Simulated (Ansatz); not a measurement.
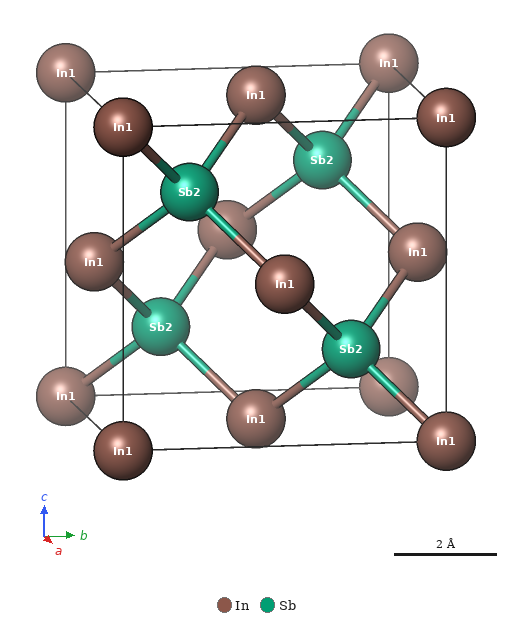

**Figure 1.** The structure as given in the input (ball-and-stick view of the cell 4 times as large as that of the calculation, set on its symmetry axes, seen slightly off an axis; atoms are numbered from 1 in the order of the input). An atom can appear more than once, as a periodic image. Near neighbours in the periodic cell (some may lie outside the picture): In has 4 Sb at 2.81 Å; Sb has 4 In at 2.81 Å.

## Geometry relaxation of InSb (part 1 of 2)

InSb (2 atoms in the cell), computed with DFT r2SCAN, scalar-relativistic, plane waves, PAW, no spin polarisation (Ansatz 0.2.0).

The structure derives from an entry of the Crystallography Open Database. Figures and captions count atoms from 1; the log counts them from 0 in places.

## The input
```yaml
crystal:
  lattice:
    - [0.0, -3.2391, -3.2391]
    - [3.2391, 0.0, -3.2391]
    - [3.2391, -3.2391, 0.0]
  atoms:
    - { symbol: In, position: [0.0, 0.0, 0.0] }
    - { symbol: Sb, position: [0.75, 0.75, 0.75] }
basis:
  ecutwfc: 500
kpoints:
  mp_grid: { grid: [10, 10, 10] }
hamiltonian:
  xc: r2scan
scf:
  occupations: { method: gaussian, width: 0.01 }
output:
  forces: true
  stress: true
  eigenvalues: true
  write_density: true
  write_potential: true
  elf: true
  volumetric_format: npy
relax:
  adjacent_minimum: "off"
  f_tol: 0.005
  max_steps: 80
  cell: { stress_tol: 0.05 }
```

Command:
```bash
ansatz run input.yaml --threads 2 --pin off --max-ram 5120MiB --backend cpu --events-out ev --progress --plain --runs-dir out
```

## Log
```
Engine: ansatz 0.2.0, x86_64-unknown-linux-gnu
Pseudopotentials: kind: paw
Pseudopotential: In, paw, valence charge 13, recommended cutoff 500 eV (meta_gga), In.paw.azcp
Pseudopotential: Sb, paw, valence charge 15, recommended cutoff 500 eV (meta_gga), Sb.paw.azcp
Functional definition: r2SCAN
  parameter k0 = 0.174
  parameter k1 = 0.065
  parameter a1 = 4.9479
  exchange = r2scan_x(k0 = k0, k1 = k1, a1 = a1)
  correlation = r2scan_c
Crystal: 2 atoms, lattice volume = 67.968 Å³
Basis set: ecut = 500 eV, 1759 PW (Γ), exchange–correlation on 144×144×144 points (64 copies of the dense FFT grid, shifted against one another)
Bands: 18, of which v1, the nominal top of the filled ones, is band 14 counted from 1 (13 counted from 0)
Symmetry: 24 space group operations
Space group: F-43m (ITA 216), of the structure as read, at distance tolerance 4.1e-5 Å
k-points: 47 of 1000 (time reversal used)
Non-local potential: In, projectors of the file, l = 0: 2, l = 1: 2, l = 2: 2, l = 3: 2
Non-local potential: Sb, projectors of the file, l = 0: 2, l = 1: 2, l = 2: 2, l = 3: 2
PAW form: soft (Blöchl's): semilocal exchange-correlation on the pseudo side does not see the compensation charge
PAW frozen core: In, regenerated for the run's functional (the file was generated under x = pbe(κ = 0.804, μ = 0.2195149727645171), c = pbe(β = 0.06672455060314922))
PAW frozen core: Sb, regenerated for the run's functional (the file was generated under x = pbe(κ = 0.804, μ = 0.2195149727645171), c = pbe(β = 0.06672455060314922))
PAW one-centre angular grid: In, 590 points (default); XC on 289 of its mesh's 2783 points in the sphere
PAW one-centre angular grid: Sb, 590 points (default); XC on 160 Gauss nodes
Initial density: superposition of atomic densities (neutral atoms: chi_scale 0, normalization atom), corrected by the library's trained network
Initial wavefunctions: pseudopotential atomic-orbital guess
Functional: x = r2scan, c = r2scan; τ floored in thin density (d = 2e-4 eV/Å³)
SCF iter   1: F=—  HF=-12111.421265 eV  |F-HF|=—  |Δ(HF+E_count)|=         —  Δρ=6.07e-3  dr2=1.54e-2  dr2_τ=7.05e-3  ethr=1.77e-3  ⟨swp⟩=6.4  Hψ=4844  notcnv=0
preconditioner: auto → none  [insulator: Δε(μ)=0.178 eV  Ē_g=14.809 eV  σ=0.010 eV  W_gap=1.00  n_scr=14 (ndim 8)  ℏωp=19.1 eV  f_vac=0.112  D(μ)=0.00/eV (n_scr^D=0)  ε∞_Penn≈2.7]
SCF iter   2: F=—  HF=-12111.428176 eV  |F-HF|=—  |Δ(HF+E_count)|=   6.91e-3  Δρ=1.81e-3  dr2=1.50e-3  dr2_τ=6.30e-5  ethr=5.49e-5  ⟨swp⟩=3.0  Hψ=2002  notcnv=0
SCF iter   3: F=—  HF=-12111.428489 eV  |F-HF|=—  |Δ(HF+E_count)|=   3.13e-4  Δρ=8.77e-4  dr2=2.60e-4  dr2_τ=6.69e-6  ethr=5.36e-6  ⟨swp⟩=2.4  Hψ=1300  notcnv=0
SCF iter   4: F=—  HF=-12111.428564 eV  |F-HF|=—  |Δ(HF+E_count)|=   7.54e-5  Δρ=1.07e-4  dr2=4.72e-6  dr2_τ=1.35e-7  ethr=9.30e-7  ⟨swp⟩=3.0  Hψ=1450  notcnv=0
SCF iter   5: F=—  HF=-12111.428564 eV  |F-HF|=—  |Δ(HF+E_count)|=   6.72e-7  Δρ=1.84e-5  dr2=1.66e-7  dr2_τ=6.37e-9  ethr=1.68e-8  ⟨swp⟩=2.0  Hψ=1504  notcnv=0
SCF iter   6: F=-12111.428564 eV  HF=-12111.428564 eV  |F-HF|=6.10e-9  |Δ(HF+E_count)|=   3.93e-8  Δρ=3.64e-6  dr2=5.16e-9  dr2_τ=2.94e-10  ethr=3.57e-10  ⟨swp⟩=10.2  Hψ=5929  notcnv=0
SCF 1 converged in 6 iterations: F = -12111.428564 eV  dr2 = 5.16e-9
  greatest PAW one-centre occupation: 0.993 electrons in one spin orbital (limit 2), on the Sb atom at site 1 (counted from 0), in its partial waves of l = 2
relax step   1: F+E_penalty+E_count = -12111.42856370 eV  Δ(F+E_penalty+E_count) = +0.000e0 eV  max|allowed force component| = 1.480e-16 eV/Å  Δτ_max = 0.0000 Å  P = +1.690 GPa  Ω = 67.968 Å³  (6 SCF iters, dr2 threshold 1.00e-7 eV, accepted)
Crystal: 2 atoms, lattice volume = 72.128 Å³
Basis set: ecut = 500 eV, 1837 PW (Γ), exchange–correlation on 144×144×144 points (64 copies of the dense FFT grid, shifted against one another)
Initial density: handed on by an earlier stage of this run
Initial wavefunctions: those handed on with the density
iter 1 solved again at ethr=8.27e-6 eV; its pass at ethr=3.10e-3 eV (dr2=2.32e-3 eV) is discarded
SCF iter   1: F=—  HF=-12111.359255 eV  |F-HF|=—  |Δ(HF+E_count)|=         —  Δρ=1.31e-3  dr2=2.29e-3  dr2_τ=2.78e-2  ethr=8.27e-6  ⟨swp⟩=2.9  Hψ=6076  notcnv=0
preconditioner: auto → none  [insulator: Δε(μ)=0.791 eV  Ē_g=14.457 eV  σ=0.010 eV  W_gap=0.70  n_scr=14 (ndim 8)  ℏωp=18.5 eV  f_vac=0.126  D(μ)=0.34/eV (n_scr^D=0)  ε∞_Penn≈2.6]
SCF iter   2: F=—  HF=-12111.435587 eV  |F-HF|=—  |Δ(HF+E_count)|=   7.63e-2  Δρ=1.21e-3  dr2=1.35e-3  dr2_τ=1.14e-5  ethr=8.18e-6  ⟨swp⟩=4.0  Hψ=2138  notcnv=0
SCF iter   3: F=—  HF=-12111.435542 eV  |F-HF|=—  |Δ(HF+E_count)|=   4.47e-5  Δρ=6.62e-4  dr2=2.30e-4  dr2_τ=2.95e-6  ethr=4.83e-6  ⟨swp⟩=2.0  Hψ=1186  notcnv=0
SCF iter   4: F=—  HF=-12111.435640 eV  |F-HF|=—  |Δ(HF+E_count)|=   9.81e-5  Δρ=1.61e-4  dr2=1.23e-5  dr2_τ=6.24e-7  ethr=8.22e-7  ⟨swp⟩=3.0  Hψ=1672  notcnv=0
SCF iter   5: F=—  HF=-12111.435634 eV  |F-HF|=—  |Δ(HF+E_count)|=   5.68e-6  Δρ=3.97e-5  dr2=2.07e-6  dr2_τ=2.31e-8  ethr=4.41e-8  ⟨swp⟩=2.0  Hψ=1505  notcnv=0
SCF iter   6: F=—  HF=-12111.435634 eV  |F-HF|=—  |Δ(HF+E_count)|=   3.75e-7  Δρ=1.59e-5  dr2=2.21e-7  dr2_τ=8.36e-10  ethr=7.40e-9  ⟨swp⟩=2.2  Hψ=1029  notcnv=0
SCF iter   7: F=-12111.435634 eV  HF=-12111.435634 eV  |F-HF|=4.99e-9  |Δ(HF+E_count)|=   3.96e-8  Δρ=5.71e-6  dr2=2.65e-8  dr2_τ=1.07e-10  ethr=7.14e-10  ⟨swp⟩=9.8  Hψ=5710  notcnv=0
SCF 2 converged in 7 iterations: F = -12111.435634 eV  dr2 = 2.65e-8
relax step   2: F+E_penalty+E_count = -12111.43563395 eV  Δ(F+E_penalty+E_count) = -7.070e-3 eV  max|allowed force component| = 4.163e-17 eV/Å  Δτ_max = 0.0000 Å  P = -0.968 GPa  Ω = 72.128 Å³  energy of the carried Pulay correction = -2.321e-4 eV  (7 SCF iters, dr2 threshold 2.00e-7 eV, accepted)
Crystal: 2 atoms, lattice volume = 70.555 Å³
Basis set: ecut = 500 eV, 1807 PW (Γ), exchange–correlation on 144×144×144 points (64 copies of the dense FFT grid, shifted against one another)
iter 1 solved again at ethr=1.03e-6 eV; its pass at ethr=3.10e-3 eV (dr2=2.87e-4 eV) is discarded
SCF iter   1: F=—  HF=-12111.431258 eV  |F-HF|=—  |Δ(HF+E_count)|=         —  Δρ=4.49e-4  dr2=2.81e-4  dr2_τ=3.66e-3  ethr=1.03e-6  ⟨swp⟩=2.9  Hψ=5876  notcnv=0
preconditioner: auto → none  [insulator: Δε(μ)=0.743 eV  Ē_g=14.579 eV  σ=0.010 eV  W_gap=0.67  n_scr=14 (ndim 8)  ℏωp=18.8 eV  f_vac=0.107  D(μ)=0.31/eV (n_scr^D=0)  ε∞_Penn≈2.7]
SCF iter   2: F=—  HF=-12111.440862 eV  |F-HF|=—  |Δ(HF+E_count)|=   9.60e-3  Δρ=4.59e-4  dr2=1.99e-4  dr2_τ=1.57e-6  ethr=1.00e-6  ⟨swp⟩=3.0  Hψ=2031  notcnv=0
SCF iter   3: F=—  HF=-12111.440858 eV  |F-HF|=—  |Δ(HF+E_count)|=   4.07e-6  Δρ=2.70e-4  dr2=3.91e-5  dr2_τ=4.12e-7  ethr=7.10e-7  ⟨swp⟩=2.1  Hψ=1004  notcnv=0
SCF iter   4: F=—  HF=-12111.440874 eV  |F-HF|=—  |Δ(HF+E_count)|=   1.56e-5  Δρ=7.30e-5  dr2=2.37e-6  dr2_τ=1.02e-7  ethr=1.40e-7  ⟨swp⟩=3.0  Hψ=1509  notcnv=0
SCF iter   5: F=—  HF=-12111.440873 eV  |F-HF|=—  |Δ(HF+E_count)|=   9.18e-7  Δρ=1.77e-5  dr2=4.53e-7  dr2_τ=3.45e-9  ethr=8.46e-9  ⟨swp⟩=2.0  Hψ=1505  notcnv=0
SCF iter   6: F=-12111.440873 eV  HF=-12111.440873 eV  |F-HF|=1.03e-8  |Δ(HF+E_count)|=   9.38e-8  Δρ=5.67e-6  dr2=3.13e-8  dr2_τ=1.08e-10  ethr=7.14e-10  ⟨swp⟩=10.1  Hψ=5946  notcnv=0
SCF 3 converged in 6 iterations: F = -12111.440873 eV  dr2 = 3.13e-8
relax step   3: F+E_penalty+E_count = -12111.44087298 eV  Δ(F+E_penalty+E_count) = -5.239e-3 eV  max|allowed force component| = 7.401e-17 eV/Å  Δτ_max = 0.0000 Å  P = -0.079 GPa  Ω = 70.555 Å³  energy of the carried Pulay correction = -1.460e-4 eV  (6 SCF iters, dr2 threshold 2.00e-7 eV, accepted)
Crystal: 2 atoms, lattice volume = 70.419 Å³
iter 1 solved again at ethr=1.66e-8 eV; its pass at ethr=3.10e-3 eV (dr2=4.66e-6 eV) is discarded
SCF iter   1: F=—  HF=-12111.440839 eV  |F-HF|=—  |Δ(HF+E_count)|=         —  Δρ=4.27e-5  dr2=2.33e-6  dr2_τ=2.86e-5  ethr=1.66e-8  ⟨swp⟩=3.1  Hψ=5468  notcnv=0
preconditioner: auto → none  [insulator: Δε(μ)=0.022 eV  Ē_g=14.579 eV  σ=0.010 eV  W_gap=0.87  n_scr=14 (ndim 8)  ℏωp=18.8 eV  f_vac=0.112  D(μ)=0.11/eV (n_scr^D=0)  ε∞_Penn≈2.7]
SCF iter   2: F=—  HF=-12111.440914 eV  |F-HF|=—  |Δ(HF+E_count)|=   7.58e-5  Δρ=4.10e-5  dr2=1.53e-6  dr2_τ=1.20e-8  ethr=8.33e-9  ⟨swp⟩=2.9  Hψ=1568  notcnv=0
SCF iter   3: F=—  HF=-12111.440914 eV  |F-HF|=—  |Δ(HF+E_count)|=   3.55e-8  Δρ=2.32e-5  dr2=2.75e-7  dr2_τ=3.46e-9  ethr=5.46e-9  ⟨swp⟩=2.1  Hψ=990  notcnv=0
SCF iter   4: F=-12111.440914 eV  HF=-12111.440914 eV  |F-HF|=1.28e-8  |Δ(HF+E_count)|=   1.18e-7  Δρ=5.92e-6  dr2=1.45e-8  dr2_τ=7.88e-10  ethr=5.56e-11  ⟨swp⟩=7.1  Hψ=5790  notcnv=0
SCF 4 converged in 4 iterations: F = -12111.440914 eV  dr2 = 1.45e-8
relax step   4: F+E_penalty+E_count = -12111.44091442 eV  Δ(F+E_penalty+E_count) = -4.144e-5 eV  max|allowed force component| = 8.327e-17 eV/Å  Δτ_max = 0.0000 Å  P = +0.000 GPa  Ω = 70.419 Å³  energy of the carried Pulay correction = -1.384e-4 eV  (4 SCF iters, dr2 threshold 1.56e-8 eV, accepted)
Initial wavefunctions: pseudopotential atomic-orbital guess (no wavefunctions were taken with the density)
iter 1 solved again at ethr=3.30e-7 eV; its pass at ethr=3.10e-3 eV (dr2=9.24e-5 eV) is discarded
SCF iter   1: F=—  HF=-12111.441084 eV  |F-HF|=—  |Δ(HF+E_count)|=         —  Δρ=2.61e-5  dr2=8.84e-8  dr2_τ=3.95e-7  ethr=3.30e-7  ⟨swp⟩=3.0  Hψ=7003  notcnv=0
eigensolver tolerance schedule: the retry pair's looser diagonalisation over-reported the residual by 1044.55 of it (diagonalisation noise at 0.13 of the residual, at the tolerance the schedule requests for it); recorded, not acted on — ethr = c·dr2/N_el stays at c = 1.0e-1
preconditioner: auto → none  [insulator: Δε(μ)=0.026 eV  Ē_g=14.578 eV  σ=0.010 eV  W_gap=0.93  n_scr=14 (ndim 8)  ℏωp=18.8 eV  f_vac=0.112  D(μ)=0.07/eV (n_scr^D=0)  ε∞_Penn≈2.7]
SCF iter   2: F=—  HF=-12111.441085 eV  |F-HF|=—  |Δ(HF+E_count)|=   9.80e-7  Δρ=1.16e-5  dr2=2.16e-8  dr2_τ=7.63e-9  ethr=3.16e-10  ⟨swp⟩=2.7  Hψ=1587  notcnv=0
SCF iter   3: F=—  HF=-12111.441085 eV  |F-HF|=—  |Δ(HF+E_count)|=   7.24e-8  Δρ=4.13e-6  dr2=2.77e-9  dr2_τ=9.96e-10  ethr=7.71e-11  ⟨swp⟩=2.2  Hψ=1184  notcnv=0
SCF iter   4: F=—  HF=-12111.441085 eV  |F-HF|=—  |Δ(HF+E_count)|=   9.61e-9  Δρ=6.66e-7  dr2=1.00e-10  dr2_τ=3.27e-11  ethr=9.88e-12  ⟨swp⟩=2.0  Hψ=1270  notcnv=0
SCF iter   5: F=-12111.441085 eV  HF=-12111.441085 eV  |F-HF|=1.82e-12  |Δ(HF+E_count)|=  3.22e-10  Δρ=1.23e-7  dr2=4.78e-12  dr2_τ=9.89e-13  ethr=1.00e-12  ⟨swp⟩=7.4  Hψ=4379  notcnv=0
SCF 5 converged in 5 iterations: F = -12111.441085 eV  dr2 = 4.78e-12
relax step   5: F+E_penalty+E_count = -12111.44108480 eV  Δ(F+E_penalty+E_count) = -1.704e-4 eV  max|allowed force component| = 7.401e-17 eV/Å  Δτ_max = 0.0000 Å  P = +0.004 GPa  Ω = 70.419 Å³  stress off target by 4.22e-3 GPa  SCF on the basis re-selected at this cell (its energy is not comparable with the rows above)  (5 SCF iters)
```

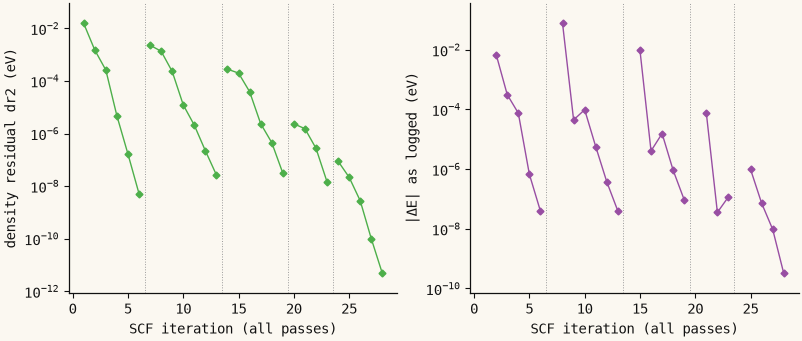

**Figure 2.** Convergence of the self-consistent field: density residual dr2 and size of the energy change against the SCF iteration. The dotted lines part the SCF passes of the relaxation: geometry steps, rejected trials and re-solves on a re-selected basis. The 5 passes take 4 to 7 iterations each, 28 in all.
